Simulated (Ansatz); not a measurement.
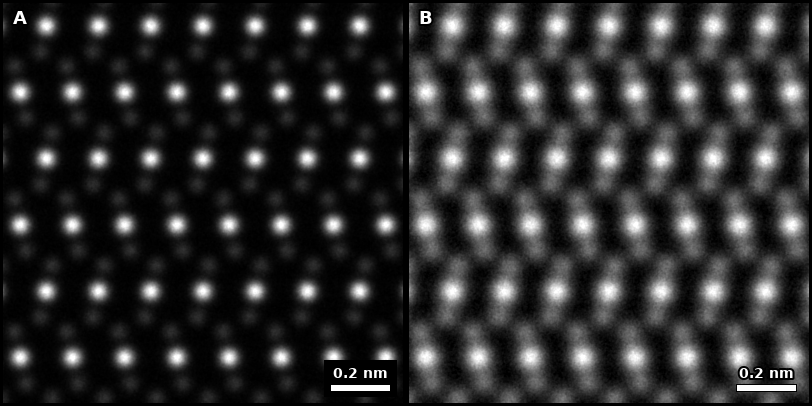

Two simulated images of the same area of TiO₂ (P4_2/mnm, No. 136) along [102], with a probe of 0.50 Å. One is incoherent Z contrast (Z^1.8 per atom), the other the projected potential of neutral atoms blurred by the probe (iDPC-like, thin sample). Brightness is counted from the darkest point of the image. Shot noise was added. Structure: the end point of a relaxation with DFT PBE, scalar-relativistic, plane waves, PAW in Ansatz 0.2.0.

Which panel is which, and how can one tell?

A is the Z-contrast image and B the potential image. The columns of 1 O per repeat reach about 16 % of the brightest peak (1 Ti) in A but about 41 % in B, mainly since the potential grows much more slowly with atomic number.
